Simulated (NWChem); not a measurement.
**One shape, several levels: C3H9N (propylamine)**

We compute a comparison of 6 runs (BLYP/def2-SVP, PBE/def2-SVP, SVWN5/def2-SVP, TPSS/def2-SVP, revPBE/def2-SVP, CCSD(T)/def2-SVP) of C3H9N (propylamine). 

The calculation is run with NWChem 7.3.0.

## (1) The system as given

C3H9N: 13 atoms, total charge 0, spin state singlet. As SMILES, `CCCN`. The N4–H13 distance was set to 1.518 Å, away from the relaxed value. At this shape a bond of the SMILES string is far longer than usual.

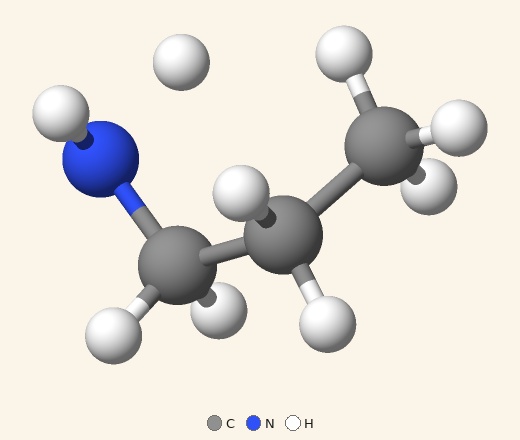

The structure, seen from a chosen angle (carbon grey, nitrogen blue, hydrogen white).

## (2) A single-point energy at BLYP/def2-SVP (run 1)

c3h9n.nw

```
start c3h9n
memory stack 880 mb heap 220 mb global 1100 mb

geometry units angstroms noautosym nocenter noautoz
   C    -1.080434   -0.180121    0.431846
   C    -0.000834   -1.190621    0.085146
   C     1.396566   -0.584221   -0.010254
   N     1.601466    0.420579   -1.039354
   H    -2.061534   -0.653421    0.510246
   H    -0.869734    0.307379    1.388646
   H    -1.159434    0.601279   -0.328854
   H    -0.242234   -1.679521   -0.866754
   H     0.014866   -1.984621    0.840746
   H     1.659166   -0.131621    0.952746
   H     2.124266   -1.385021   -0.175854
   H     1.363666    0.049479   -1.951654
   H     0.709100    1.626300   -0.805800
end

basis "ao basis" spherical bse
   C library def2-SVP
   N library def2-SVP
   H library def2-SVP
end

dft
   xc becke88 lyp
   grid fine
   convergence energy 1e-08
   maxiter 100
   mulliken
end

task dft energy
```

Launch:

```
nwchem c3h9n.nw > c3h9n.out
```

Standard output:

```text
[...]
          Wavefunction type:  closed shell.
          No. of atoms     :    13
          No. of electrons :    34
[...]
          Charge           :     0
          Spin multiplicity:     1
[...]
          AO basis - number of functions:   101
[...]
              XC Information
              --------------
                    Becke 1988 Exchange Functional  1.000
              Lee-Yang-Parr Correlation Functional  1.000
[...]
 d= 0,ls=0.0,diis     1   -174.1123170333 -3.06D+02  1.38D-02  4.27D-01     2.8
[...]
 d= 0,ls=0.0,diis    11   -174.1722509325 -1.31D-09  2.87D-07  1.09D-09    27.2
         Total DFT energy =     -174.172250932462
      One electron energy =     -494.870496518872
           Coulomb energy =      215.071354054741
    Exchange-Corr. energy =      -26.325462681576
 Nuclear repulsion energy =      131.952354213245
[...]
      Total Density - Mulliken Population Analysis
     ---------------------------------------------
    Atom       Charge   Shell Charges
 -----------   ------   -------------------------------------------------------
    1 C    6     5.94   1.98  0.92  0.05  2.15  0.81  0.03
    2 C    6     5.95   1.98  0.94  0.05  2.14  0.80  0.03
    3 C    6     5.87   1.98  0.94  0.04  2.12  0.74  0.05
    4 N    7     7.25   1.99  1.06  0.53  2.31  1.35  0.02
    5 H    1     1.01   0.75  0.24  0.02
    6 H    1     1.02   0.75  0.24  0.02
    7 H    1     1.03   0.75  0.26  0.02
    8 H    1     1.03   0.76  0.25  0.02
    9 H    1     1.03   0.76  0.25  0.02
   10 H    1     1.02   0.76  0.24  0.02
[...]
```

Run time: 28 s. Hardware: 1 thread of Intel Xeon Platinum 8488C (Sapphire Rapids), shared host; peak memory 0.12 GiB.

## (3) The energy at PBE/def2-SVP (run 2)

calc.nw

```
start calc
title "C3H9N"
memory 2200 mb
charge 0
geometry units angstroms noautosym nocenter noautoz
   C    -1.080434   -0.180121    0.431846
   C    -0.000834   -1.190621    0.085146
   C     1.396566   -0.584221   -0.010254
   N     1.601466    0.420579   -1.039354
   H    -2.061534   -0.653421    0.510246
   H    -0.869734    0.307379    1.388646
   H    -1.159434    0.601279   -0.328854
   H    -0.242234   -1.679521   -0.866754
   H     0.014866   -1.984621    0.840746
   H     1.659166   -0.131621    0.952746
   H     2.124266   -1.385021   -0.175854
   H     1.363666    0.049479   -1.951654
   H     0.709100    1.626300   -0.805800
end
basis spherical bse
   * library def2-SVP
end
dft
   xc xpbe96 cpbe96
   mult 1
   grid fine
   convergence energy 1e-08
   iterations 100
   mulliken
   print medium
end
task dft
```

Launch:

```
nwchem calc.nw > calc.out
```

Standard output:

```text
[...]
          Wavefunction type:  closed shell.
          No. of atoms     :    13
          No. of electrons :    34
[...]
          Charge           :     0
          Spin multiplicity:     1
[...]
          AO basis - number of functions:   101
[...]
              XC Information
              --------------
          PerdewBurkeErnzerhof Exchange Functional  1.000
            Perdew 1991 LDA Correlation Functional  1.000 local
           PerdewBurkeErnz. Correlation Functional  1.000 non-local
[...]
 d= 0,ls=0.0,diis     1   -173.9859011396 -3.06D+02  1.25D-02  3.94D-01     2.9
[...]
 d= 0,ls=0.0,diis    11   -174.0368364508 -9.11D-10  2.17D-07  7.63D-10    27.4
         Total DFT energy =     -174.036836450834
      One electron energy =     -494.884881883975
           Coulomb energy =      215.064773012653
    Exchange-Corr. energy =      -26.169081792757
 Nuclear repulsion energy =      131.952354213245
[...]
      Total Density - Mulliken Population Analysis
     ---------------------------------------------
    Atom       Charge   Shell Charges
 -----------   ------   -------------------------------------------------------
    1 C    6     6.03   1.98  0.91  0.11  2.14  0.86  0.03
    2 C    6     6.04   1.98  0.92  0.11  2.13  0.86  0.03
    3 C    6     5.94   1.98  0.92  0.09  2.11  0.78  0.05
    4 N    7     7.29   1.99  1.04  0.56  2.29  1.40  0.02
    5 H    1     0.98   0.74  0.21  0.02
    6 H    1     0.98   0.74  0.22  0.02
    7 H    1     1.00   0.74  0.24  0.02
    8 H    1     0.99   0.75  0.22  0.02
    9 H    1     0.99   0.75  0.22  0.02
   10 H    1     0.99   0.75  0.21  0.02
[...]
```

Run time: 28 s. Hardware: 1 thread of Intel Xeon Platinum 8488C (Sapphire Rapids), shared host; peak memory 0.12 GiB.

Runs 3 to 5 aren't shown in full; the table further down has their settings and results.

## (4) The energy at CCSD(T)/def2-SVP (run 6)

c3h9n.nw

```
start c3h9n
title "C3H9N ccsd(t)"
memory 2200 mb
geometry units angstroms noautosym nocenter noautoz
  C     -1.080434    -0.180121     0.431846
  C     -0.000834    -1.190621     0.085146
  C      1.396566    -0.584221    -0.010254
  N      1.601466     0.420579    -1.039354
  H     -2.061534    -0.653421     0.510246
  H     -0.869734     0.307379     1.388646
  H     -1.159434     0.601279    -0.328854
  H     -0.242234    -1.679521    -0.866754
  H      0.014866    -1.984621     0.840746
  H      1.659166    -0.131621     0.952746
  H      2.124266    -1.385021    -0.175854
  H      1.363666     0.049479    -1.951654
  H      0.709100     1.626300    -0.805800
end
basis spherical bse
  * library def2-SVP
end
scf
  thresh 1e-08
  maxiter 80
  noprint "final vectors analysis"
end
ccsd
  freeze core 4
  maxiter 60
end
task ccsd(t) energy
```

Launch:

```
nwchem c3h9n.nw > c3h9n.out
```

Standard output:

```text
[...]
  functions       =   101
[...]
  wavefunction    = RHF
[...]
         Total SCF energy =   -173.064399167200
      One-electron energy =   -494.334677536331
      Two-electron energy =    189.317924155886
 Nuclear repulsion energy =    131.952354213245
        Time for solution =     16.3s
[...]
 Total MP2 energy:           -173.688622473797892
[...]
             energy      energy      error      ampl     ampl      Block
                                                time     time      time
[...]
 Total CCSD energy:           -173.746728661310271
[...]
 Total CCSD+T(CCSD) energy:           -173.768087255967117
[...]
 Total CCSD(T) energy:                -173.767468597500510
[...]
```

Wall time 3.9 min (1 thread of Intel Xeon Platinum 8488C (Sapphire Rapids), shared host); peak memory 0.38 GiB.

## (5) All runs side by side

```
run             level  integration grid  iteration cap  energy (Eh)  dipole moment (D)  HOMO energy (eV)  LUMO energy (eV)  wall time
  1     BLYP/def2-SVP              fine            100  -174.172251               1.20             -4.89             -1.49       28 s
  2      PBE/def2-SVP              fine            100  -174.036836               1.23             -5.00             -1.56       28 s
  3    SVWN5/def2-SVP              fine            100  -172.684653               1.28                 –                 –       16 s
  4     TPSS/def2-SVP              fine            100  -174.310528               1.26             -5.16             -1.38       35 s
  5   revPBE/def2-SVP              fine            100  -174.224743               1.23             -4.98             -1.51       28 s
  6  CCSD(T)/def2-SVP                 –             80  -173.767469                  –                 –                 –    3.9 min
```

## (6) Results

| quantity | value |
| --- | --- |
| run 6: total energy | -173.76747 Eh |
| run 6: correlation energy (4 core orbitals frozen) | -703.1 mEh |
| run 6: (T) correction | -20.74 mEh |

In words: Over runs 1, 2, 3, 4, 5 the dipole moment (its size) runs from 1.20 D (BLYP/def2-SVP) to 1.28 D (SVWN5/def2-SVP). Over runs 1, 2, 4, 5 the HOMO–LUMO gap runs from 3.39 eV (BLYP/def2-SVP) to 3.78 eV (TPSS/def2-SVP). Totals of different functionals can't be ranked against each other. All runs together took 6.2 min, the longest 3.9 min.
